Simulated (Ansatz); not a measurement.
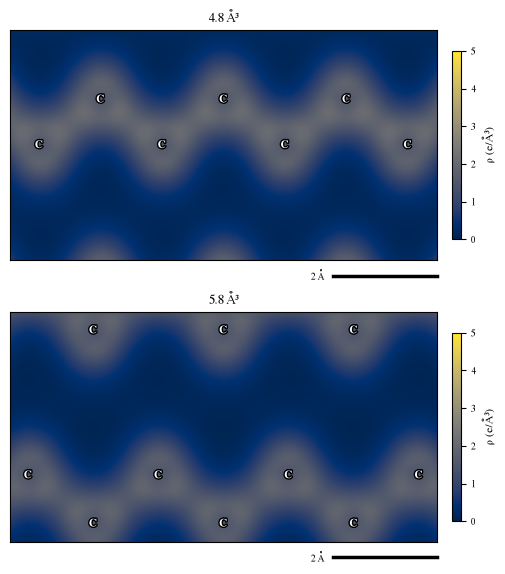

C. The valence electron density of cells scaled evenly to different volumes (given per atom above each panel), on the (11̄0) plane of each (indices in the axes of the cell below), at one length scale and on one colour scale.

PAW files of the earlier set (soft_1).

These are results of DFT LDA, scalar-relativistic, plane waves, PAW (Ansatz), not measurements.

The largest cell:

```
C
1.0
     0.00000    1.76500    1.85219
     1.76500    0.00000    1.85219
     1.76500    1.76500    0.00000
C
2
Direct
  0.50000 0.50000 0.50000
  0.75000 0.75000 0.75000
```

| volume (Å³/atom) | C–C contact in the plane (Å) | ρ at its midpoint (e/Å³) | pressure (GPa) | gap on the mesh (eV) | 
| --- | --- | --- | --- | --- |
| 4.85 | 1.466 | 1.885 | 75.2 | 3.87 | 
| 5.64 | 1.542 | ? | ? | ? | 
| 5.77 | 1.554 | 1.585 | −20.1 | 3.49 | 

What values belong in the row with question marks?

Answer. Over the known rows ln ρ falls by 1.97 per Å of C–C distance (the line through the two), which gives 1.623 e/Å³ at 1.542 Å; the calculation gives 1.622 e/Å³. For the pressure, a straight line in volume between the neighbouring rows gives −6.6 GPa; the calculation gives −10.6, lower because pressure rises ever faster on compression. For the gap on the mesh, a straight line in volume between the neighbouring rows gives 3.54 eV; the calculation gives 3.54.
